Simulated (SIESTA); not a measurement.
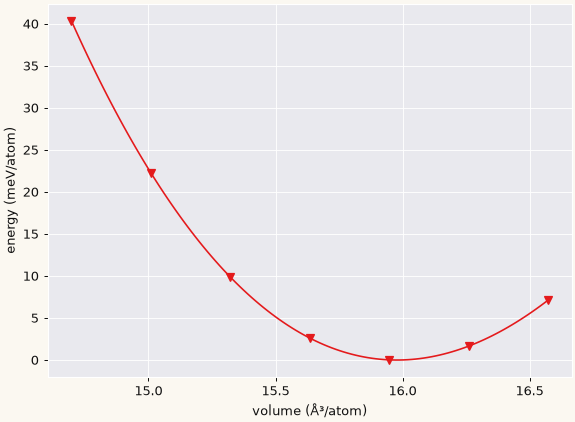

The picture above shows the energy against volume.

How it was computed, with SIESTA 5.4.2: DFT in numerical atomic orbitals with pseudopotentials, no spin polarisation; energies at scaled volumes of the given cell, shape and fractions fixed, counted from the fit's minimum, third-order Birch-Murnaghan fit. Level: PBE.

Question: For which of these solids was it computed?
A. Rb, Im-3m (No. 229)
B. TiAl₃, I4/mmm (No. 139)
C. Os, P6_3/mmc (No. 194)

Answer: B, TiAl₃: energy from 0.03 meV/atom to 40.34 meV/atom, V0 15.98 Å³/atom, B0 110 GPa. The others give: Rb, energy from 0.00 meV/atom to 3.80 meV/atom, V0 88.03 Å³/atom, B0 3.5 GPa; Os, energy from 0 meV/atom to 144 meV/atom, V0 14.31 Å³/atom, B0 407 GPa.

For Os, limits of the calculation: basis without polarisation orbitals; short basis over semicore shells; shape and atomic fractions are frozen while scaling, which makes layered, chain and framework solids too stiff.

For Rb, limits of the calculation: mulliken charges of long orbitals.

For TiAl₃, limits of the calculation: mulliken charges of long orbitals; shape and atomic fractions are frozen while scaling, which makes layered, chain and framework solids too stiff.
